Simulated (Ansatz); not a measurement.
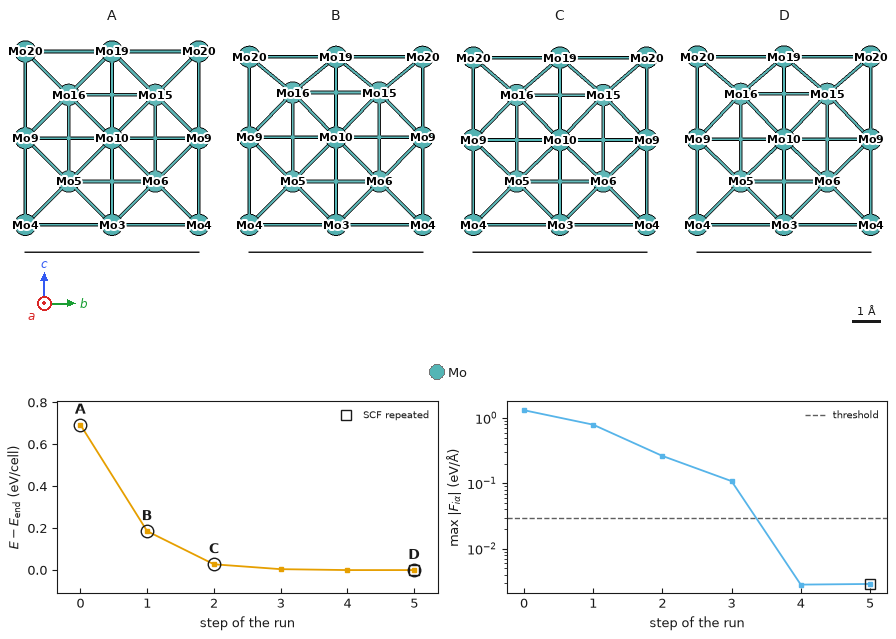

Frames of a constrained relaxation of a slab of composition Mo (cut from the Im-3m phase), marked on the history of the run. The picture is a ball-and-stick view of the cell of the calculation, outlined in the plane, without the vacuum (origin shifted), seen along the a axis.

Case: clean slab, lower planes held. The slab is the (1 0 0) face of Mo. 8 atoms are held fixed.

These are results of DFT PBE, scalar-relativistic, plane waves, PAW (Ansatz), not measurements.

The input:
```yaml
crystal:
  lattice:
    - [6.3208777387, 0.0, 0.0]
    - [0.0, 6.3208777387, 0.0]
    - [0.0, 0.0, 22.3208777387]
  atoms:
    - { symbol: Mo, position: [0.25, 0.75, 0.3584088446] }
    - { symbol: Mo, position: [0.25, 0.25, 0.3584088446] }
    - { symbol: Mo, position: [0.75, 0.75, 0.3584088446] }
    - { symbol: Mo, position: [0.75, 0.25, 0.3584088446] }
    - { symbol: Mo, position: [0.5, 0.5, 0.4292044223] }
    - { symbol: Mo, position: [0.5, 0.0, 0.4292044223] }
    - { symbol: Mo, position: [0.0, 0.5, 0.4292044223] }
    - { symbol: Mo, position: [0.0, 0.0, 0.4292044223] }
    - { symbol: Mo, position: [0.75, 0.25, 0.5] }
    - { symbol: Mo, position: [0.75, 0.75, 0.5] }
    - { symbol: Mo, position: [0.25, 0.25, 0.5] }
    - { symbol: Mo, position: [0.25, 0.75, 0.5] }
    - { symbol: Mo, position: [0.0, 0.0, 0.5707955777] }
    - { symbol: Mo, position: [0.0, 0.5, 0.5707955777] }
    - { symbol: Mo, position: [0.5, 0.0, 0.5707955777] }
    - { symbol: Mo, position: [0.5, 0.5, 0.5707955777] }
    - { symbol: Mo, position: [0.25, 0.75, 0.6415911554] }
    - { symbol: Mo, position: [0.25, 0.25, 0.6415911554] }
    - { symbol: Mo, position: [0.75, 0.75, 0.6415911554] }
    - { symbol: Mo, position: [0.75, 0.25, 0.6415911554] }
basis:
  ecutwfc: 420
kpoints:
  mp_grid: { grid: [3, 3, 1] }
hamiltonian:
  xc: pbe
scf:
  occupations: { method: gaussian, width: 0.1 }
output:
  forces: true
  eigenvalues: true
relax:
  adjacent_minimum: "off"
  f_tol: 0.03
  max_steps: 70
  constraints: [{ sites: [0, 1, 2, 3, 4, 5, 6, 7] }]
efield:
  axis: 3
  dipole_correction: true
  ramp_width: 0.04
```

Launched with:
```bash
ansatz run input.yaml --threads 4 --pin off --max-ram 10240MiB --backend cpu --events-out ev --progress --plain --runs-dir out
```

**What happens along the run?**

After 4 accepted moves (5 points after the start) the energy has fallen by 0.694 eV per cell of the calculation. The largest force component goes from 1.3 to 0.0029 eV/Å. 1 step only repeated the SCF at the same geometry. The largest moves, 0.18 Å, are those of Mo17, Mo18, Mo19 and Mo20. Mo17 goes along the normal (−c). The cell doesn't change. Among the contacts that change: Mo10–Mo19 3.160 → 3.021 Å, Mo13–Mo17 2.737 → 2.617 Å, Mo10–Mo13 2.737 → 2.784 Å, Mo1–Mo12 3.160 → 3.116 Å. From step 0 to 1: Mo atoms move most (0.19 Å), energy −0.508 eV per cell of the calculation. From step 1 to 2: Mo atoms move most (0.09 Å), energy −0.158 eV per cell of the calculation. From step 2 to 5: Mo atoms move most (0.04 Å), energy −27.6 meV per cell of the calculation.

| step | E − E(0), meV/atom | largest force component, eV/Å | note |
| --- | --- | --- | --- |
| 0 | 0.00 | 1.3202 |  |
| 1 | -25.41 | 0.7927 |  |
| 2 | -33.31 | 0.2637 |  |
| 3 | -34.47 | 0.1085 |  |
| 4 | -34.69 | 0.0028 |  |
| 5 | -34.69 | 0.0029 | same geometry, SCF repeated |
